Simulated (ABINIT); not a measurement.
# Geometry relaxation of CoO (part 2 of 2)

CoO (Fm-3m, 2 atoms in the cell); Kohn-Sham DFT of a periodic cell, PBE, PseudoDojo NC SR PBE v0.4.1 standard, spin-polarised (ABINIT 10.8.3); cutoff 1306.15 eV, 8×8×8 k-mesh, fermi-dirac of 0.05 eV, collinear spins. The structure derives from an entry of the Crystallography Open Database.

**The program's output, continued**
```
--- !ResultsGS
iteration_state: {dtset: 1, itime: 2, icycle: 1, }
comment   : Summary of ground state results
lattice_vectors:
- [  0.0000000,   4.0198175,   4.0198175, ]
- [  4.0198175,   0.0000000,   4.0198175, ]
- [  4.0198175,   4.0198175,   0.0000000, ]
lattice_lengths: [   5.68488,    5.68488,    5.68488, ]
lattice_angles: [ 60.000,  60.000,  60.000, ] # degrees, (23, 13, 12)
lattice_volume:   1.2991192E+02
convergence: {deltae:  4.263E-13, res2:  2.546E-14, residm:  1.970E-10, diffor: null, }
etotal    :  -1.69533547E+02
entropy   :   0.00000000E+00
fermie    :   3.31790361E-01
cartesian_stress_tensor: # hartree/bohr^3
- [  3.09980607E-05,   0.00000000E+00,   0.00000000E+00, ]
- [  0.00000000E+00,   3.09980607E-05,   0.00000000E+00, ]
- [  0.00000000E+00,   0.00000000E+00,   3.09980607E-05, ]
pressure_GPa:  -9.1199E-01
xred      :
- [  0.0000E+00,   0.0000E+00,   0.0000E+00, Co]
- [  5.0000E-01,   5.0000E-01,   5.0000E-01,  O]
cartesian_forces: # hartree/bohr
- [ -0.00000000E+00,  -0.00000000E+00,  -0.00000000E+00, ]
- [ -0.00000000E+00,  -0.00000000E+00,  -0.00000000E+00, ]
force_length_stats: {min:   0.00000000E+00, max:   0.00000000E+00, mean:   0.00000000E+00, }
...

 Integrated electronic and magnetization densities in atomic spheres:
 ------------------------------------------------------------------------------------------------------------
 Radius=ratsph(iatom), smearing ratsm=  0.0000. Diff(up-dn)=approximate z local magnetic moment.
    Atom    Radius    up_density   dn_density  Total(up+dn)  Diff(up-dn)
    1 Co   2.00000     8.802242     6.218378     15.020620     2.583865
    2  O   2.00000     3.280970     2.927328      6.208298     0.353643
 ------------------------------------------------------------------------------------------------------------
  Sum:                12.083213     9.145705     21.228918     2.937507
 Total magnetization (from the atomic spheres):                2.937507
 Total magnetization (exact up - dn):                          2.976886

---OUTPUT-----------------------------------------------------------------------

 Cartesian coordinates (xcart) [bohr]
  0.00000000000000E+00  0.00000000000000E+00  0.00000000000000E+00
  4.01981745091690E+00  4.01981745091690E+00  4.01981745091690E+00
 Reduced coordinates (xred)
  0.00000000000000E+00  0.00000000000000E+00  0.00000000000000E+00
  5.00000000000000E-01  5.00000000000000E-01  5.00000000000000E-01
 Cartesian forces (fcart) [Ha/bohr]; max,rms= 0.00000E+00 0.00000E+00 (free atoms)
 -0.00000000000000E+00 -0.00000000000000E+00 -0.00000000000000E+00
 -0.00000000000000E+00 -0.00000000000000E+00 -0.00000000000000E+00
 Gradient of E wrt nuclear positions in reduced coordinates (gred)
  0.00000000000000E+00  0.00000000000000E+00  0.00000000000000E+00
  0.00000000000000E+00  0.00000000000000E+00  0.00000000000000E+00
 Scale of Primitive Cell (acell) [bohr]
  5.68488035735072E+00  5.68488035735072E+00  5.68488035735072E+00
 Real space primitive translations (rprimd) [bohr]
  0.00000000000000E+00  4.01981745091690E+00  4.01981745091690E+00
  4.01981745091690E+00  0.00000000000000E+00  4.01981745091690E+00
  4.01981745091690E+00  4.01981745091690E+00  0.00000000000000E+00
 Unitary Cell Volume (ucvol) [Bohr^3]=  1.29911916406552E+02
 Angles (23,13,12)= [degrees]
  6.00000000000000E+01  6.00000000000000E+01  6.00000000000000E+01
 Lengths [Bohr]
  5.68488035735072E+00  5.68488035735072E+00  5.68488035735072E+00
 Stress tensor in cartesian coordinates (strten) [Ha/bohr^3]
  3.09980607124602E-05  0.00000000000000E+00  0.00000000000000E+00
  0.00000000000000E+00  3.09980607124255E-05  0.00000000000000E+00
  0.00000000000000E+00  0.00000000000000E+00  3.09980607124116E-05
 Total energy (etotal) [Ha]= -1.69533547446074E+02

 Difference of energy with previous step (new-old):
           Absolute (Ha)=-3.88798E-05
           Relative     =-2.29334E-07

--- Iteration: ( 3/50) Internal Cycle: (1/1)
--------------------------------------------------------------------------------

---SELF-CONSISTENT-FIELD CONVERGENCE--------------------------------------------

--- !BeginCycle
iteration_state: {dtset: 1, itime: 3, icycle: 1, }
solver: {iscf: 7, nstep: 80, nline: 4, wfoptalg: 0, }
tolerances: {tolvrs: 1.00E-12, }
...

     iter   Etot(hartree)      deltaE(h)  residm     vres2   difmagsph maxmagsph
 ETOT  1  -169.52788147175    -1.695E+02 1.088E-05 8.038E+01 2.467E+00 2.467E+00
 ETOT  2  -169.50769953015     2.018E-02 1.233E-06 3.696E+02 2.045E-01 2.671E+00
 ETOT  3  -169.53347074128    -2.577E-02 5.677E-04 7.291E-01 1.086E-01 2.563E+00
 ETOT  4  -169.53353462190    -6.388E-05 3.444E-06 3.498E-01 1.542E-02 2.578E+00
 ETOT  5  -169.53355530211    -2.068E-05 3.686E-07 3.605E-02 1.701E-03 2.578E+00
 ETOT  6  -169.53355779207    -2.490E-06 1.384E-07 3.370E-04 1.238E-03 2.578E+00
 ETOT  7  -169.53355781396    -2.188E-08 3.895E-09 6.058E-04 9.625E-04 2.579E+00
 ETOT  8  -169.53355785690    -4.295E-08 1.727E-09 3.562E-06 2.299E-04 2.579E+00
 ETOT  9  -169.53355785734    -4.327E-10 5.487E-11 8.869E-07 6.489E-05 2.579E+00
 ETOT 10  -169.53355785740    -5.917E-11 8.315E-12 6.406E-09 7.500E-06 2.579E+00
 ETOT 11  -169.53355785740    -4.377E-12 1.830E-12 2.514E-11 1.909E-06 2.579E+00
 ETOT 12  -169.53355785739     1.441E-11 3.371E-13 5.461E-12 2.039E-07 2.579E+00
 ETOT 13  -169.53355785740    -1.262E-11 4.060E-13 1.041E-12 3.465E-08 2.579E+00
 ETOT 14  -169.53355785740    -3.126E-12 1.119E-13 1.455E-14 4.978E-09 2.579E+00

 At SCF step   14       vres2   =  1.46E-14 < tolvrs=  1.00E-12 =>converged.

 Cartesian components of stress tensor (hartree/bohr^3)
  sigma(1 1)=  7.73859910E-08  sigma(3 2)=  0.00000000E+00
  sigma(2 2)=  7.73859910E-08  sigma(3 1)=  0.00000000E+00
  sigma(3 3)=  7.73859910E-08  sigma(2 1)=  0.00000000E+00

--- !ResultsGS
iteration_state: {dtset: 1, itime: 3, icycle: 1, }
comment   : Summary of ground state results
lattice_vectors:
- [  0.0000000,   4.0129516,   4.0129516, ]
- [  4.0129516,   0.0000000,   4.0129516, ]
- [  4.0129516,   4.0129516,   0.0000000, ]
lattice_lengths: [   5.67517,    5.67517,    5.67517, ]
lattice_angles: [ 60.000,  60.000,  60.000, ] # degrees, (23, 13, 12)
lattice_volume:   1.2924738E+02
convergence: {deltae: -3.126E-12, res2:  1.455E-14, residm:  1.119E-13, diffor: null, }
etotal    :  -1.69533558E+02
entropy   :   0.00000000E+00
fermie    :   3.34608982E-01
cartesian_stress_tensor: # hartree/bohr^3
- [  7.73859910E-08,   0.00000000E+00,   0.00000000E+00, ]
- [  0.00000000E+00,   7.73859910E-08,   0.00000000E+00, ]
- [  0.00000000E+00,   0.00000000E+00,   7.73859910E-08, ]
pressure_GPa:  -2.2768E-03
xred      :
- [  0.0000E+00,   0.0000E+00,   0.0000E+00, Co]
- [  5.0000E-01,   5.0000E-01,   5.0000E-01,  O]
cartesian_forces: # hartree/bohr
- [  1.31052483E-31,  -1.31052483E-31,   1.31052483E-31, ]
- [ -1.31052483E-31,   1.31052483E-31,  -1.31052483E-31, ]
force_length_stats: {min:   2.26989558E-31, max:   2.26989558E-31, mean:   2.26989558E-31, }
...

 Integrated electronic and magnetization densities in atomic spheres:
 ------------------------------------------------------------------------------------------------------------
 Radius=ratsph(iatom), smearing ratsm=  0.0000. Diff(up-dn)=approximate z local magnetic moment.
    Atom    Radius    up_density   dn_density  Total(up+dn)  Diff(up-dn)
    1 Co   2.00000     8.798245     6.218925     15.017170     2.579321
    2  O   2.00000     3.279017     2.926436      6.205453     0.352581
 ------------------------------------------------------------------------------------------------------------
  Sum:                12.077262     9.145361     21.222622     2.931901
 Total magnetization (from the atomic spheres):                2.931901
 Total magnetization (exact up - dn):                          2.971681

---OUTPUT-----------------------------------------------------------------------

 Cartesian coordinates (xcart) [bohr]
  0.00000000000000E+00  0.00000000000000E+00  0.00000000000000E+00
  4.01295160038340E+00  4.01295160038340E+00  4.01295160038340E+00
 Reduced coordinates (xred)
  0.00000000000000E+00  0.00000000000000E+00  0.00000000000000E+00
  5.00000000000000E-01  5.00000000000000E-01  5.00000000000000E-01
 Cartesian forces (fcart) [Ha/bohr]; max,rms= 1.31052E-31 1.31052E-31 (free atoms)
  1.31052482690570E-31 -1.31052482690570E-31  1.31052482690570E-31
 -1.31052482690570E-31  1.31052482690570E-31 -1.31052482690570E-31
 Gradient of E wrt nuclear positions in reduced coordinates (gred)
  3.92385133439475E-47 -1.05181454029468E-30  9.29102523082159E-48
 -3.92385133439475E-47  1.05181454029468E-30 -9.29102523082159E-48
 Scale of Primitive Cell (acell) [bohr]
  5.67517057840902E+00  5.67517057840902E+00  5.67517057840902E+00
 Real space primitive translations (rprimd) [bohr]
  0.00000000000000E+00  4.01295160038340E+00  4.01295160038340E+00
  4.01295160038340E+00  0.00000000000000E+00  4.01295160038340E+00
  4.01295160038340E+00  4.01295160038340E+00  0.00000000000000E+00
 Unitary Cell Volume (ucvol) [Bohr^3]=  1.29247383836771E+02
 Angles (23,13,12)= [degrees]
  6.00000000000000E+01  6.00000000000000E+01  6.00000000000000E+01
 Lengths [Bohr]
  5.67517057840902E+00  5.67517057840902E+00  5.67517057840902E+00
 Stress tensor in cartesian coordinates (strten) [Ha/bohr^3]
  7.73859909833363E-08  0.00000000000000E+00  0.00000000000000E+00
  0.00000000000000E+00  7.73859909625196E-08  0.00000000000000E+00
  0.00000000000000E+00  0.00000000000000E+00  7.73859909694585E-08
 Total energy (etotal) [Ha]= -1.69533557857402E+02

 Difference of energy with previous step (new-old):
           Absolute (Ha)=-1.04113E-05
           Relative     =-6.14116E-08

 At Broyd/MD step   3, gradients are converged :
  max grad (force/stress) = 7.7386E-06 < tolmxf= 2.0000E-05 ha/bohr (free atoms)

================================================================================

 ----iterations are completed or convergence reached----

 Mean square residual over all n,k,spin=   12.167E-17; max=  11.190E-14
 reduced coordinates (array xred) for    2 atoms
       0.000000000000      0.000000000000      0.000000000000
       0.500000000000      0.500000000000      0.500000000000
 rms dE/dt=  8.5880E-31; max dE/dt=  0.0000E+00; dE/dt below (all hartree)
    1       0.000000000000     -0.000000000000      0.000000000000
    2       0.000000000000      0.000000000000      0.000000000000

 cartesian coordinates (angstrom) at end:
    1      0.00000000000000     0.00000000000000     0.00000000000000
    2      2.12356253393897     2.12356253393897     2.12356253393897

 cartesian forces (hartree/bohr) at end:
    1      0.00000000000000    -0.00000000000000     0.00000000000000
    2     -0.00000000000000     0.00000000000000    -0.00000000000000
 frms,max,avg= 1.3105248E-31 1.3105248E-31   0.000E+00  0.000E+00  0.000E+00 h/b

 cartesian forces (eV/Angstrom) at end:
    1      0.00000000000000    -0.00000000000000     0.00000000000000
    2     -0.00000000000000     0.00000000000000    -0.00000000000000
 frms,max,avg= 6.7389896E-30 6.7389896E-30   0.000E+00  0.000E+00  0.000E+00 e/A
 length scales=  5.675170578409  5.675170578409  5.675170578409 bohr
              =  3.003170936044  3.003170936044  3.003170936044 angstroms
 Fermi (or HOMO) energy (hartree) =   0.33461   Average Vxc (hartree)=  -0.47463
 Magnetization (Bohr magneton)=  2.97168147E+00
 Total spin up =  1.29858407E+01   Total spin down =  1.00141593E+01
 Eigenvalues (hartree) for nkpt=  29  k points, SPIN UP:
 kpt#   1, nband= 16, wtk=  0.00195, kpt=  0.0000  0.0000  0.0000 (reduced coord)
  -3.22240   -1.87542   -1.87542   -1.87542   -0.41176    0.20748    0.20748    0.21506
   0.21506    0.21506    0.21614    0.21614    0.21614    0.37103    0.95175    0.99867
      occupation numbers for kpt#   1
   1.00000    1.00000    1.00000    1.00000    1.00000    1.00000    1.00000    1.00000
   1.00000    1.00000    1.00000    1.00000    1.00000    0.00000    0.00000    0.00000
 prteigrs : prtvol=0 or 1, do not print more k-points.

 Eigenvalues (hartree) for nkpt=  29  k points, SPIN DOWN:
 kpt#   1, nband= 16, wtk=  0.00195, kpt=  0.0000  0.0000  0.0000 (reduced coord)
  -3.12548   -1.77259   -1.77259   -1.77259   -0.39210    0.23786    0.23786    0.23786
   0.29381    0.29381    0.29381    0.33587    0.33587    0.38952    0.94690    1.01704
      occupation numbers for kpt#   1
   1.00000    1.00000    1.00000    1.00000    1.00000    1.00000    1.00000    1.00000
   1.00000    1.00000    1.00000    0.33471    0.33471    0.00000    0.00000    0.00000
 prteigrs : prtvol=0 or 1, do not print more k-points.

--- !EnergyTerms
iteration_state     : {dtset: 1, itime: 3, icycle: 1, }
comment             : Components of total free energy in Hartree
kinetic             :  7.93273714495556E+01
hartree             :  4.54425464875848E+01
xc                  : -3.22406122171637E+01
Ewald energy        : -1.06678690220950E+02
psp_core            :  4.43844421141591E+00
local_psp           : -1.38100770289736E+02
non_local_psp       : -2.17206296848784E+01
internal            : -1.69532340264172E+02
'-kT*entropy'       : -1.21759323033912E-03
total_energy        : -1.69533557857402E+02
total_energy_eV     : -4.61324312451314E+03
band_energy         : -1.53344972528795E+01
...

 Cartesian components of stress tensor (hartree/bohr^3)
  sigma(1 1)=  7.73859910E-08  sigma(3 2)=  0.00000000E+00
  sigma(2 2)=  7.73859910E-08  sigma(3 1)=  0.00000000E+00
  sigma(3 3)=  7.73859910E-08  sigma(2 1)=  0.00000000E+00

-Cartesian components of stress tensor (GPa)         [Pressure= -2.2768E-03 GPa]
- sigma(1 1)=  2.27677446E-03  sigma(3 2)=  0.00000000E+00
- sigma(2 2)=  2.27677446E-03  sigma(3 1)=  0.00000000E+00
- sigma(3 3)=  2.27677446E-03  sigma(2 1)=  0.00000000E+00

== END DATASET(S) ==============================================================
================================================================================

 -outvars: echo values of variables after computation  --------
            acell      5.6751705784E+00  5.6751705784E+00  5.6751705784E+00 Bohr
           etotal     -1.6953355786E+02
            fcart      1.3105248269E-31 -1.3105248269E-31  1.3105248269E-31
                      -1.3105248269E-31  1.3105248269E-31 -1.3105248269E-31
            rprim      0.0000000000E+00  7.0710678119E-01  7.0710678119E-01
                       7.0710678119E-01  0.0000000000E+00  7.0710678119E-01
                       7.0710678119E-01  7.0710678119E-01  0.0000000000E+00
           strten      7.7385990983E-08  7.7385990963E-08  7.7385990969E-08
                       0.0000000000E+00  0.0000000000E+00  0.0000000000E+00
           xangst      0.0000000000E+00  0.0000000000E+00  0.0000000000E+00
                       2.1235625339E+00  2.1235625339E+00  2.1235625339E+00
             xred      0.0000000000E+00  0.0000000000E+00  0.0000000000E+00
                       5.0000000000E-01  5.0000000000E-01  5.0000000000E-01
 Calculation completed.
```

**Trajectory as extended XYZ (Å, eV, eV/Å), 3 frames, from step=0 to step=2**
```
2
Lattice="0.0000 2.1315 2.1315 2.1315 0.0000 2.1315 2.1315 2.1315 0.0000" Properties=species:S:1:pos:R:3:forces:R:3 step=0 energy=-4613.24178
Co    0.0000    0.0000    0.0000    0.0000   0.0000   0.0000
O     2.1315    2.1315    2.1315    0.0000   0.0000   0.0000
2
Lattice="0.0000 2.1272 2.1272 2.1272 0.0000 2.1272 2.1272 2.1272 0.0000" Properties=species:S:1:pos:R:3:forces:R:3 step=1 energy=-4613.24284
Co    0.0000    0.0000    0.0000    0.0000   0.0000   0.0000
O     2.1272    2.1272    2.1272    0.0000   0.0000   0.0000
2
Lattice="0.0000 2.1236 2.1236 2.1236 0.0000 2.1236 2.1236 2.1236 0.0000" Properties=species:S:1:pos:R:3:forces:R:3 step=2 energy=-4613.24312
Co    0.0000    0.0000    0.0000    0.0000   0.0000   0.0000
O     2.1236    2.1236    2.1236    0.0000   0.0000   0.0000
```

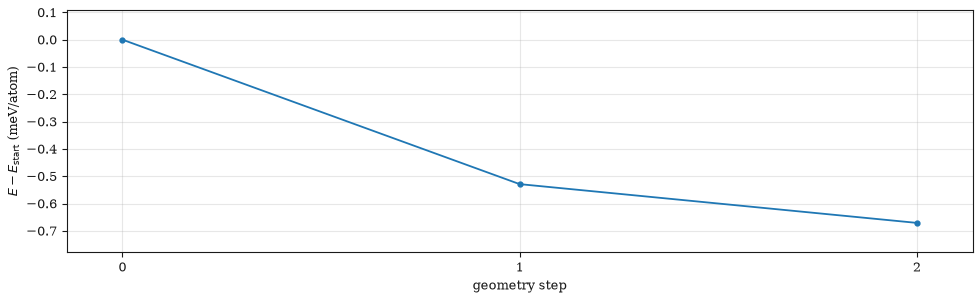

**Figure 1.** Progress of the relaxation, step by step (steps are counted from 0). The atoms keep their places relative to the cell (all moves are under 0.005 Å). Over 2 geometry steps the energy falls by 0.7 meV per atom. All forces vanish by symmetry, so only the cell relaxes.

The run was set up as follows.

**Input**
```
pp_dirpath "./"
pseudos "Co.upf, O.upf"

acell 3.0143962082 3.0143962082 3.0143962082 Angstrom
rprim
     0.0000000000     0.7071067812     0.7071067812
     0.7071067812     0.0000000000     0.7071067812
     0.7071067812     0.7071067812     0.0000000000
ntypat 2
znucl 27 8
natom 2
typat 1 2
chkprim 0
chksymtnons 0
tolsym 1.0e-6
xred
            0.0            0.0            0.0
            1/2            1/2            1/2

ecut 48.0
ecutsm 0.5

kptopt 1
ngkpt 8 8 8
nshiftk 1
shiftk 0.0 0.0 0.0

ixc 11

nband 16
occopt 3
tsmear 0.00183747

nsppol 2
spinat
     0.0000000000     0.0000000000     2.0000000000
     0.0000000000     0.0000000000     0.0000000000

nstep 80
tolvrs 1.0e-12

iomode 3
prteig 0
prtebands 0
prtwf 0
prtden 0

ionmov 2
optcell 2
ntime 50
tolmxf 2.0e-5
dilatmx 1.08
```

Run as:
```bash
mpirun --bind-to none -np 4 abinit run.abi > log 2>&1
```

**Results in brief**

```json
{"quantity": "outcome", "value": "converged"}
{"quantity": "space group (tolerance 0.01 Å)", "value": "Fm-3m (225)"}
{"quantity": "electrons treated", "value": "23"}
{"quantity": "free energy", "value": "−4613.2431 eV"}
{"quantity": "Fermi energy", "value": "9.105 eV"}
{"quantity": "gap on the k-point mesh", "value": "none (metallic)"}
{"quantity": "net moment of the cell", "value": "2.97 μB"}
{"quantity": "pressure", "value": "0.00 GPa"}
{"quantity": "final volume", "value": "19.15 Å³"}
{"quantity": "largest force (length of the vector) at the end", "value": "under 0.001 eV/Å"}
{"quantity": "final cell", "value": "a = 3.003 Å, b = 3.003 Å, c = 3.003 Å, α = 60.00°, β = 60.00°, γ = 60.00°"}
{"quantity": "hardware", "value": "4 threads of Intel Xeon (Granite Rapids), 176 GiB of memory available, shared host"}
{"quantity": "wall time", "value": "53 s (CPU time 3.5 min)"}
{"quantity": "peak memory", "value": "0.4 GiB"}
```
